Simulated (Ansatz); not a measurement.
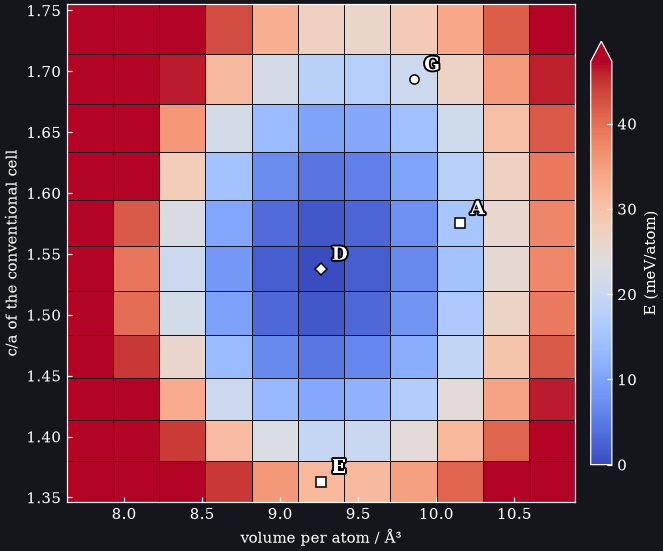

LiF (P6_3mc, No. 186; 4 atoms in the cell). 
- The energy is mapped over volume and the cell's shape.
- The first coordinate is: volume per atom; the second: c/a of the conventional cell.
- Nothing is relaxed (fractional coordinates fixed).
- The scan uses an 11 × 11 grid.
- Points are written as (first, second).
- Energies: meV/atom, counted from the lowest grid point.
- Method: Ansatz 0.2.0, DFT LDA, scalar-relativistic, plane waves, PAW. Settings: cutoff 520 eV, k-mesh 9×9×6 in the order of the run's cell vectors, gaussian smearing 0.05 eV, no spin polarisation.

In the figure: one coloured cell a grid point, one colour for all values above the top of the scale, lettered points.

Is A the lowest point of the computed grid?

No. A lies 15 meV/atom above the lowest grid point, which is at (9.261 Å³, 1.538).

What kind of point is each of A, D, G: minimum, saddle, maximum or slope?

A: on a slope; D: minimum; G: on a slope. (In these two coordinates alone; a stationary point may lie a little off the grid point.)
